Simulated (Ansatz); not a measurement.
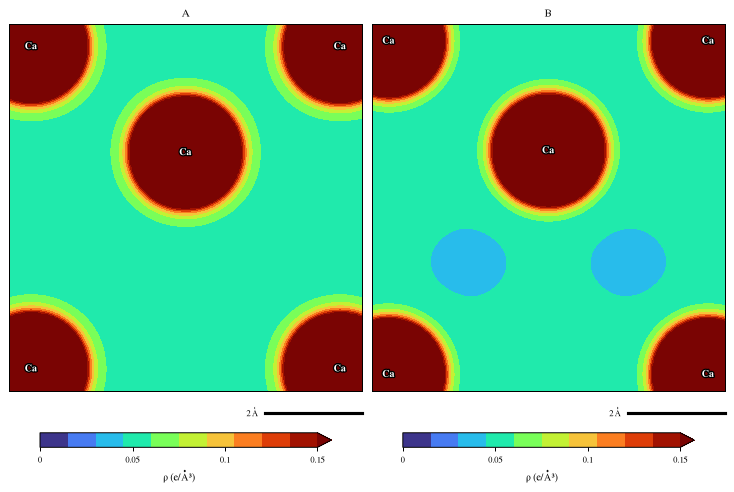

Ca. The valence pseudo-density of two cells that differ in size, on the (110) plane of each (indices in the axes of the calculation cell), at one length scale and on one colour scale; one has 41.0 and the other 45.3 Å³ an atom.

All numbers below come from Kohn-Sham DFT of a periodic cell, PBE, Ansatz PAW (Ansatz).

Core electrons are frozen (PAW), and the valence fields are smoothed inside the atomic spheres.

Question: Which is the denser cell? Describe the effect of the change.

Answer: Panel A is the smaller cell, by 10 % in volume. From the larger cell to the smaller, Ca–Ca goes from 4.00 to 3.87 Å, and the density at its midpoint from 0.05 to 0.06 e/Å³; the pressure goes from −1.0 to 0.6 GPa.
